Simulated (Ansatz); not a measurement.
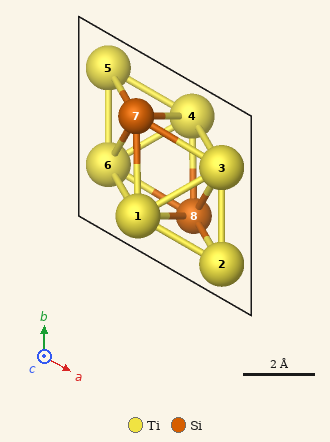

Fig. 1: The input geometry (ball-and-stick view of the cell of the calculation, along the c axis; atoms are numbered from 1 in the order of the input). An atom can appear more than once, as a periodic image. Near neighbours in the periodic cell (some may lie outside the picture): Ti has 4 Si at 2.75 to 2.82 Å and 8 Ti at 2.73 to 2.90 Å; Si has 12 Ti at 2.75 to 2.82 Å.

Run report: Ti₃Si, single-point calculation

System: Ti₃Si (P6₃/mmc, 8 atoms in the cell).
Method: DFT PBEsol, scalar-relativistic, plane waves, PAW, no spin polarisation (Ansatz 0.2.0).

The structure derives from a Materials Project entry. It belongs to a series of runs on one base structure; here: the database's cell and atoms. Figures and captions count atoms from 1; the log counts them from 0 in places.

Input file:
```yaml
crystal:
  lattice:
    - [5.6313135898, 0.0, 0.0]
    - [-2.8156567949, 4.8768606255, 0.0]
    - [0.0, 0.0, 4.50545247]
  atoms:
    - { symbol: Ti, position: [0.34359996, 0.17179998, 0.75] }
    - { symbol: Ti, position: [0.82820002, 0.17179998, 0.75] }
    - { symbol: Ti, position: [0.82820002, 0.65640004, 0.75] }
    - { symbol: Ti, position: [0.65640004, 0.82820002, 0.25] }
    - { symbol: Ti, position: [0.17179998, 0.82820002, 0.25] }
    - { symbol: Ti, position: [0.17179998, 0.34359996, 0.25] }
    - { symbol: Si, position: [0.33333333, 0.66666667, 0.75] }
    - { symbol: Si, position: [0.66666667, 0.33333333, 0.25] }
basis:
  ecutwfc: 420
kpoints:
  mp_grid: { grid: [6, 6, 8] }
hamiltonian:
  xc: pbesol
scf:
  occupations: { method: gaussian, width: 0.1 }
output:
  forces: true
  stress: true
  eigenvalues: true
  populations: true
  write_density: true
  write_potential: true
  elf: true
  volumetric_format: npy
```

Run on 2 threads of Arm Neoverse V2, 24 GiB of memory available, shared host.

Run as:
```bash
ansatz run input.yaml --threads 2 --pin off --max-ram 5120MiB --backend cpu --events-out ev --progress --plain --runs-dir out
```

Output:
```
Engine: ansatz 0.2.0, aarch64-unknown-linux-gnu
Pseudopotentials: kind: paw
Pseudopotential: Ti, paw, valence charge 12, recommended cutoff 420 eV (normal), Ti.paw.azcp
Pseudopotential: Si, paw, valence charge 4, recommended cutoff 420 eV (normal), Si.paw.azcp
Functional definition: PBEsol
  exchange = pbesol_x
  correlation = pbesol_c
Crystal: 8 atoms, lattice volume = 123.734 Å³
Basis set: ecut = 420 eV, 2415 PW (Γ), exchange–correlation on 80×80×64 points (8 copies of the dense FFT grid, shifted against one another)
Bands: 48, of which v1, the nominal top of the filled ones, is band 40 counted from 1 (39 counted from 0)
Symmetry: 24 space group operations
Space group: P63/mmc (ITA 194), of the structure as read, at distance tolerance 5.0e-5 Å
k-points: 35 of 288
Non-local potential: Ti, projectors of the file, l = 0: 3, l = 1: 2, l = 2: 3, l = 3: 1
Non-local potential: Si, projectors of the file, l = 0: 2, l = 1: 2, l = 2: 2
PAW form: soft (Blöchl's): semilocal exchange-correlation on the pseudo side does not see the compensation charge
PAW frozen core: Ti, regenerated for the run's functional, and the local potential with it (the file was generated under x = pbe(κ = 0.804, μ = 0.2195149727645171), c = pbe(β = 0.06672455060314922))
PAW frozen core: Si, regenerated for the run's functional, and the local potential with it (the file was generated under x = pbe(κ = 0.804, μ = 0.2195149727645171), c = pbe(β = 0.06672455060314922))
PAW one-centre angular grid: Ti, 590 points (default); XC on 64 Gauss nodes
PAW one-centre angular grid: Si, 110 points (default); XC on 64 Gauss nodes
Initial density: superposition of atomic densities (neutral atoms: chi_scale 0, normalization atom), corrected by the library's trained network
Initial wavefunctions: pseudopotential atomic-orbital guess
Functional: x = pbesol(κ = 0.804, μ = 0.12345679012345678), c = pbesol(β = 0.046)
SCF iter   1: F=—  HF=-16090.524117 eV  |F-HF|=—  |Δ(HF+E_count)|=         —  Δρ=7.76e-3  dr2=6.06e-2  ethr=1.77e-3  ⟨swp⟩=6.3  Hψ=6713  notcnv=0
preconditioner: auto → Kerker (q_TF=auto, 2.537 Å⁻¹)  [metal: Δε(μ)=0.011 eV  Ē_g=3.721 eV  σ=0.100 eV  W_gap=0.06  n_scr=26 (ndim 8)  ℏωp=18.9 eV  f_vac=0.000  D(μ)=6.99/eV (n_scr^D=70)]
SCF iter   2: F=—  HF=-16090.505226 eV  |F-HF|=—  |Δ(HF+E_count)|=   1.89e-2  Δρ=3.47e-3  dr2=1.37e-2  ethr=7.57e-5  ⟨swp⟩=2.3  Hψ=2858  notcnv=0  defer=41
SCF iter   3: F=—  HF=-16090.501375 eV  |F-HF|=—  |Δ(HF+E_count)|=   3.85e-3  Δρ=8.64e-4  dr2=1.37e-3  ethr=1.72e-5  ⟨swp⟩=2.0  Hψ=2066  notcnv=0  defer=41
SCF iter   4: F=—  HF=-16090.501035 eV  |F-HF|=—  |Δ(HF+E_count)|=   3.40e-4  Δρ=1.42e-4  dr2=4.93e-5  ethr=1.71e-6  ⟨swp⟩=2.0  Hψ=2206  notcnv=0  defer=41
SCF iter   5: F=—  HF=-16090.500896 eV  |F-HF|=—  |Δ(HF+E_count)|=   1.39e-4  Δρ=3.57e-5  dr2=1.49e-6  ethr=6.16e-8  ⟨swp⟩=2.0  Hψ=2217  notcnv=0  defer=41
SCF iter   6: F=—  HF=-16090.500896 eV  |F-HF|=—  |Δ(HF+E_count)|=   2.09e-7  Δρ=1.08e-5  dr2=1.62e-7  ethr=1.86e-9  ⟨swp⟩=2.3  Hψ=2486  notcnv=0  defer=41
SCF iter   7: F=-16090.500896 eV  HF=-16090.500896 eV  |F-HF|=5.53e-9  |Δ(HF+E_count)|=   4.79e-8  Δρ=2.41e-6  dr2=8.09e-9  ethr=1.25e-10  ⟨swp⟩=12.4  Hψ=10010  notcnv=0
SCF 1 converged in 7 iterations: F = -16090.500896 eV  dr2 = 8.09e-9
  greatest PAW one-centre occupation: 0.999 electrons in one spin orbital (limit 2), on the Ti atom at site 5 (counted from 0), in its partial waves of l = 0
```

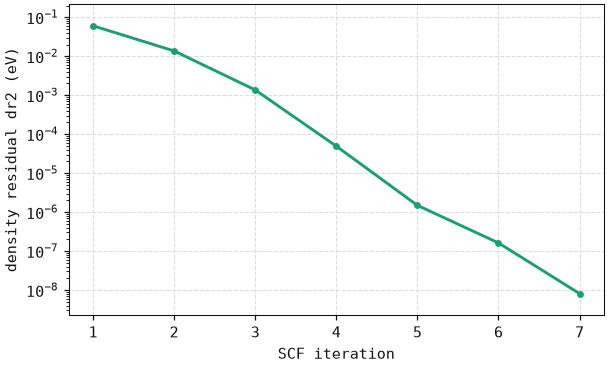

Fig. 2: Convergence of the self-consistent field: density residual dr2 against the SCF iteration. The residual falls at every step.

```
SCF converged after 7 iterations
Free energy (F): -16090.500896 eV
Harris-Foulkes:  -16090.500896 eV  (|F-HF|=5.53e-9)
Internal energy: -16090.465578 eV  (E = F + TS)
E sigma→0 (E₀):  -16090.483237 eV
Entropy (-TS):   -0.035317 eV (-4.415 meV/atom)
Fermi energy:    13.729737 eV
--- Per-component energies (eV) ---
  E_band       = -846.751933
  E_kinetic    = 1726.538036
  E_local      = -5197.399515  (includes V_loc(G=0)·N_el)
  E_nonlocal   = 108.001423
  E_hartree    = 2188.690036
  E_xc         = -695.173803
  E_vxc        = -830.248182  (∫ρ·V_xc dr)
  E_paw        = -7134.772217  (= ΣΔE_a)
  E_vpaw       = -1031.018483  (= ΣTr[D̂ρ^β])
  E_aug_tail   = 0.000723  (compensation charges beyond the density's cutoff)
  E_ewald      = -7087.249688
  E_core_change = 0.899427  (= ΣΔE_core)
  E_smearing   = -0.035317  (= −TS)
  E_closure    = 0.000000  (closes the sum)
  Σ components = -16090.500896   (vs F -16090.500896, Δ=0.00e0)
--- Forces (eV/Å), atoms counted from 1 ---
  atom   1  Ti    -0.01657766    -0.00957112     0.00000000
  atom   2  Ti     0.01657766    -0.00957112     0.00000000
  atom   3  Ti    -0.00000000     0.01914224     0.00000000
  atom   4  Ti     0.01657766     0.00957112     0.00000000
  atom   5  Ti    -0.01657766     0.00957112     0.00000000
  atom   6  Ti     0.00000000    -0.01914224     0.00000000
  atom   7  Si    -0.00000000    -0.00000000     0.00000000
  atom   8  Si     0.00000000     0.00000000     0.00000000
  max |Σ_I F_I| component: 6.94e-18 eV/Å
--- Stress (GPa, compression-positive) ---
       -3.310043      -0.000000       0.000000
       -0.000000      -3.310043       0.000000
        0.000000       0.000000      -3.340870
  P = ⅓ Tr σ = -3.3203 GPa (-33.203 kbar)
--- Band table (eV; the first three rows and the last of 35) ---
  k-point 0: bands = ["-42.7284", "-42.6007", "-42.5979", "-42.5979", "-42.5370", "-42.5370", "-19.3940", "-19.3909", "-19.2597", "-19.2597", "-19.2273", "-19.1810", "-19.1810", "-19.1435", "-19.1435", "-19.0117", "-18.8578", "-18.8578", "-18.7870", "-18.7846", "-18.6620", "-18.6620", "-18.6532", "-18.6532", "4.0574", "6.0490", "10.2082", "10.4668", "10.4668", "10.7902", "10.7902", "11.0016", "11.5621", "11.9143", "12.0143", "12.0143", "12.3662", "12.3662", "13.0560", "13.4519", "14.2093", "14.2093", "14.2249", "14.2901", "14.2901", "15.4758", "15.4758", "15.5937"]
  k-point 1: bands = ["-42.7236", "-42.6056", "-42.5956", "-42.5956", "-42.5393", "-42.5393", "-19.3887", "-19.3879", "-19.2951", "-19.2951", "-19.2173", "-19.2026", "-19.2026", "-19.0933", "-19.0933", "-19.0033", "-18.8493", "-18.8493", "-18.8047", "-18.7957", "-18.6621", "-18.6621", "-18.6542", "-18.6542", "4.1596", "6.0076", "10.2678", "10.4990", "10.4990", "10.6176", "10.9090", "10.9090", "11.3957", "12.0797", "12.0797", "12.2232", "12.2232", "12.2614", "13.1036", "13.5362", "14.1537", "14.1537", "14.3185", "14.3272", "14.3272", "15.4671", "15.5187", "15.5187"]
  k-point 2: bands = ["-42.7099", "-42.6196", "-42.5890", "-42.5890", "-42.5459", "-42.5459", "-19.3829", "-19.3757", "-19.3379", "-19.3379", "-19.2525", "-19.2525", "-19.1834", "-19.0088", "-19.0088", "-18.9793", "-18.8613", "-18.8366", "-18.8366", "-18.8204", "-18.6629", "-18.6629", "-18.6569", "-18.6569", "4.4469", "5.8810", "10.0670", "10.1657", "10.6020", "10.6020", "11.2440", "11.2440", "11.3690", "11.8862", "11.8862", "12.2541", "12.2541", "12.7083", "13.1901", "13.6501", "14.0066", "14.0066", "14.2972", "14.2972", "14.5936", "15.1907", "15.5044", "15.5044"]
  k-point 34: bands = ["-42.6331", "-42.6331", "-42.5996", "-42.5996", "-42.5675", "-42.5675", "-19.3271", "-19.3271", "-19.2449", "-19.2449", "-19.1685", "-19.1685", "-19.0602", "-19.0602", "-19.0493", "-19.0493", "-18.9253", "-18.9253", "-18.8062", "-18.8062", "-18.8025", "-18.8025", "-18.6926", "-18.6926", "5.8407", "5.8407", "8.9655", "8.9655", "10.0064", "10.0064", "11.4491", "11.4491", "11.7851", "11.7851", "13.0556", "13.0556", "13.1223", "13.1223", "13.3070", "13.3070", "14.0821", "14.0821", "14.3974", "14.3974", "14.4816", "14.4816", "14.9807", "14.9807"]
--- Löwdin populations: 8 sites ---
  site symbol       q [e]
     0     Ti     11.6805
     1     Ti     11.6805
     2     Ti     11.6805
     3     Ti     11.6805
     4     Ti     11.6805
     5     Ti     11.6805
     6     Si      4.5980
     7     Si      4.5980
  spilling = 0.009016 (of n_electrons = 80.000000)
```

File populations.tsv:
```
# site	symbol	l	j	q
# orbitals = lowdin
# n_electrons = 80.000000
# spilling = 0.009016
0	Ti	0_3S	-	1.908032
0	Ti	0_4S	-	0.726241
0	Ti	1_3P	-	5.985655
0	Ti	2_3D	-	3.060534
1	Ti	0_3S	-	1.908032
1	Ti	0_4S	-	0.726241
1	Ti	1_3P	-	5.985655
1	Ti	2_3D	-	3.060534
2	Ti	0_3S	-	1.908032
2	Ti	0_4S	-	0.726241
2	Ti	1_3P	-	5.985655
2	Ti	2_3D	-	3.060534
3	Ti	0_3S	-	1.908032
3	Ti	0_4S	-	0.726241
3	Ti	1_3P	-	5.985655
3	Ti	2_3D	-	3.060534
4	Ti	0_3S	-	1.908032
4	Ti	0_4S	-	0.726241
4	Ti	1_3P	-	5.985655
4	Ti	2_3D	-	3.060534
5	Ti	0_3S	-	1.908032
5	Ti	0_4S	-	0.726241
5	Ti	1_3P	-	5.985655
5	Ti	2_3D	-	3.060534
6	Si	0_3S	-	1.315440
6	Si	1_3P	-	3.282536
7	Si	0_3S	-	1.315440
7	Si	1_3P	-	3.282536
```

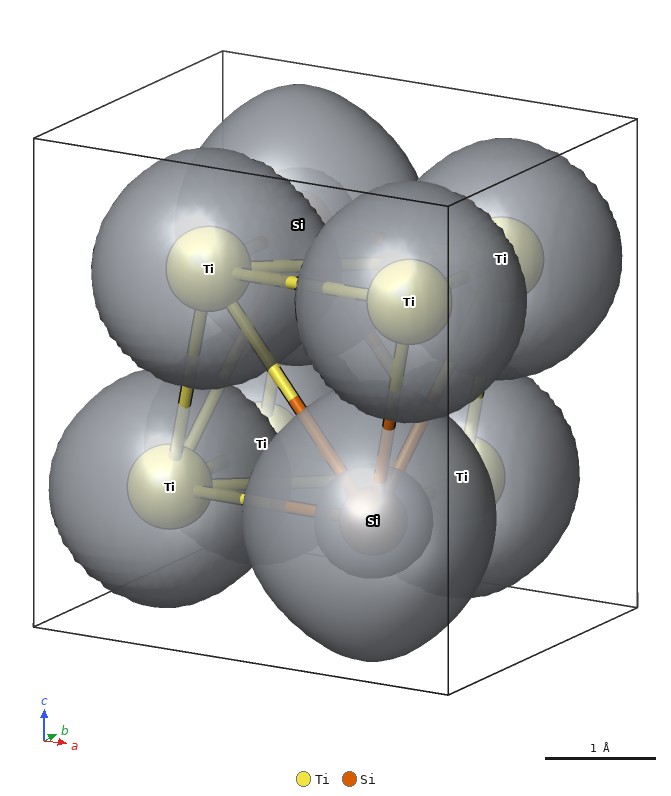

Fig. 3: Isosurface of the valence pseudo-density at 0.3 e/Å³ (grey), seen slightly off an axis. Sticks mark near contacts. The outline is the cell set on symmetry axes. At this value the density breaks into separate islands; it holds about 80 % of the electrons treated as valence (semicore included). It is pinched off along the Ti–Ti (2.73 Å), Ti–Si (2.75 Å), Ti–Ti (2.81 Å) and Ti–Si (2.82 Å) contacts. On the grid the lowest density along these lines, outside the cores, is 0.25 e/Å³ (Ti–Ti, 2.73 Å), 0.25 e/Å³ (Ti–Si, 2.75 Å), 0.21 e/Å³ (Ti–Ti, 2.81 Å) and 0.22 e/Å³ (Ti–Si, 2.82 Å). In a PAW calculation such maps are meaningful between the atoms, not at the nuclei.

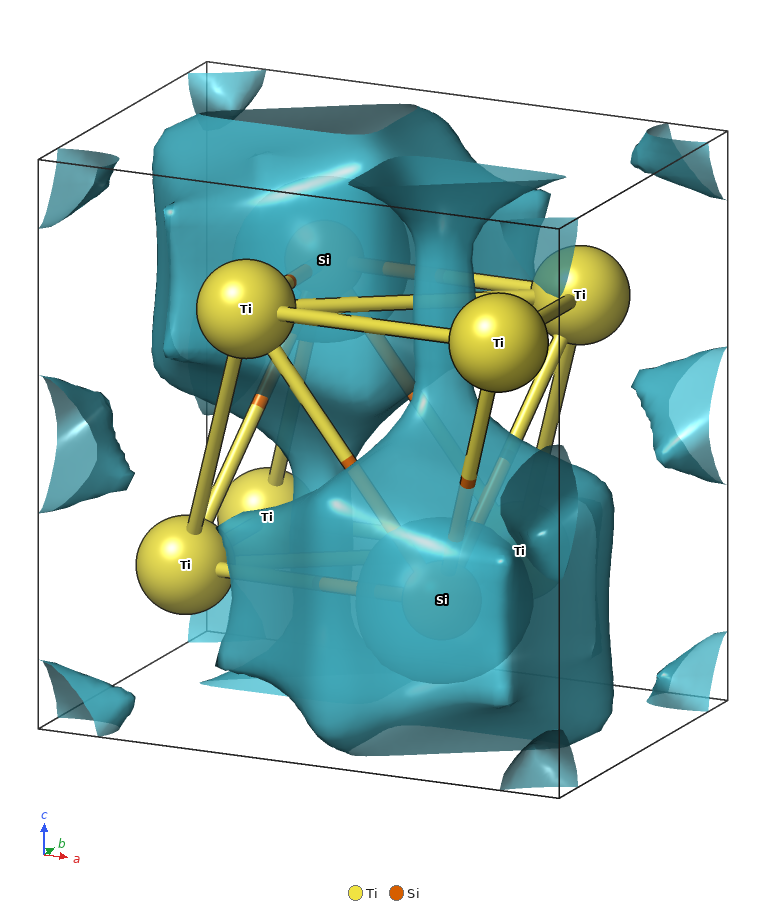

Fig. 4: Isosurface of the ELF at 0.55 (cyan), seen slightly off an axis. Core shells and regions of very low density are left out. Sticks mark near contacts. The outline is the cell set on symmetry axes. Profiles from the grid: Ti–Ti (2.73 Å): the ELF is about 0.25 at the midpoint; no localised pair between them. Ti–Si (2.75 Å): the ELF is about 0.35 at the midpoint.

Results in brief:

- outcome: converged
- space group (tolerance 0.01 Å): P6₃/mmc (194)
- electrons treated: 80
- free energy: −16090.5009 eV
- Fermi energy: 13.730 eV
- gap on the k-point mesh: none (metallic)
- pressure: −3.32 GPa
- largest force (length of the vector): 0.019 eV/Å
- wall time: 7.9 s (CPU time 16 s)
- peak memory: 0.49 GiB
